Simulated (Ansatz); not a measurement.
Structure data:

```cif
data_structure
_symmetry_space_group_name_H-M 'P 1'
_symmetry_Int_Tables_number 1
_cell_length_a 1.7504
_cell_length_b 1.7504
_cell_length_c 3.4389
_cell_angle_alpha 90.000
_cell_angle_beta 90.000
_cell_angle_gamma 120.000
_cell_volume 9.12
loop_
_atom_site_label
_atom_site_type_symbol
_atom_site_fract_x
_atom_site_fract_y
_atom_site_fract_z
_atom_site_occupancy
B1 B 0.00000 0.00000 0.00000 1
```

**Interpret the file: composition, symmetry and coordination.**

The element is boron. The atoms follow space group P6/mmm (No. 191); the Bravais lattice is primitive hexagonal. Prototype: simple hexagonal. The cell holds one atom. B is linked to six B at 1.75 Å. The bonds build B layers parallel to (001).

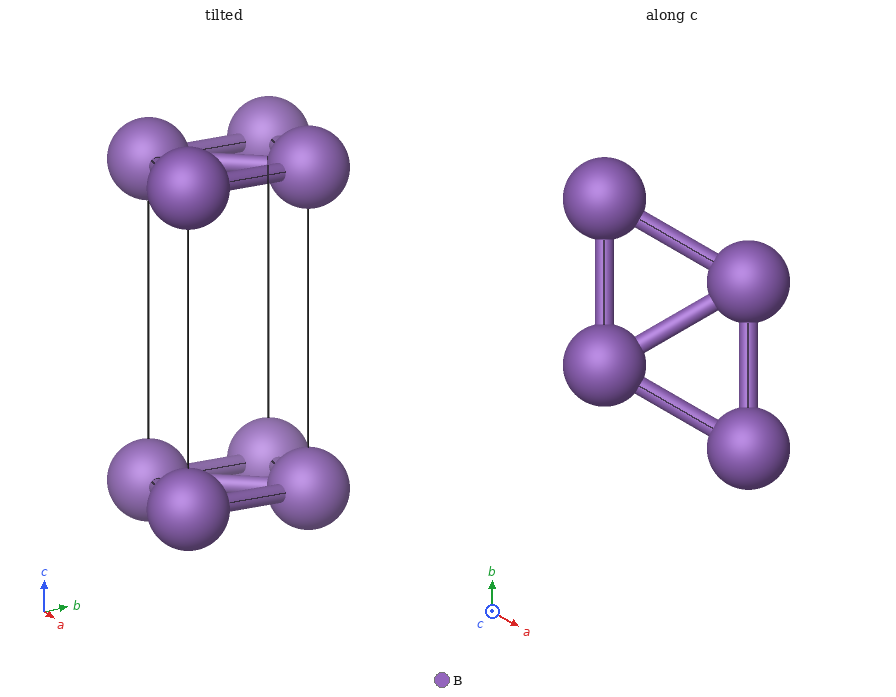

Drawn in the ball-and-stick manner and seen slightly off an axis and along the c axis. The parallelepiped is the conventional unit cell. Colours: boron purple.

Provenance: a structure listed in the Materials Project. The cell was then strained or its atoms displaced on purpose. It was the input of a calculation with Ansatz.

At this level of theory the cell isn't at rest (stretched, at -17 GPa), so its distances can differ from those at equilibrium, the more so the softer the solid.
